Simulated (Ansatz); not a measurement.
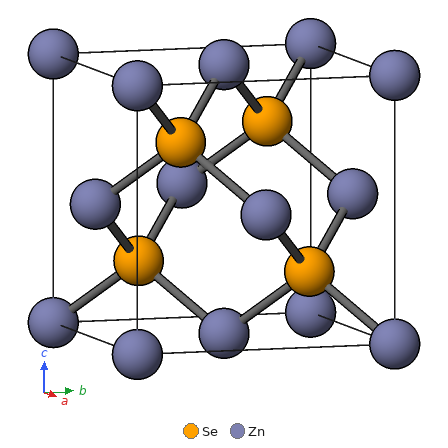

System: ZnSe, space group F-43m (No. 216). The picture shows the conventional cell.

The given structure:
```
CELL_PARAMETERS angstrom
0.00000 2.83380 2.83380
2.83380 0.00000 2.83380
2.83380 2.83380 0.00000
ATOMIC_POSITIONS crystal
Se 0.75000 0.75000 0.75000
Zn 0.00000 0.00000 0.00000
```

Method: plane-wave DFT, no spin polarisation; energies at scaled volumes of the given cell, shape and fractions fixed, counted from the fit's minimum, third-order Birch-Murnaghan fit (Ansatz 0.2.0). Level: PBE with D4.

- k mesh: 8×8×8
- occupations: Fermi–Dirac
- smearing width: 0.05 eV
- potentials: Ansatz PAW
- wave cutoff: 420 eV
- density cutoff: 1680 eV

Predict the energy and pressure against volume. The volume takes the values 21.39, 21.85, 22.30, 22.76, 23.21, 23.67, 24.12 Å³/atom.

A third-order Birch–Murnaghan fit gives V0 = 22.65 Å³/atom, B0 = 63.3 GPa and B′ = 4.5. The energy is 15.42 meV/atom at volume 21.39 Å³/atom and 16.75 meV/atom at 24.12 Å³/atom; the lowest computed point is at volume 22.76 Å³/atom (0.09 meV/atom). The pressure falls from 4.13 GPa at volume 21.39 Å³/atom to −3.45 GPa at 24.12 Å³/atom, and changes sign near 22.66 Å³/atom.

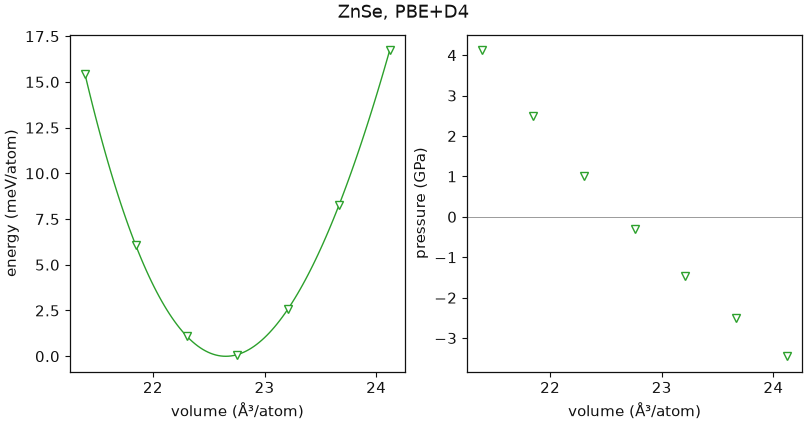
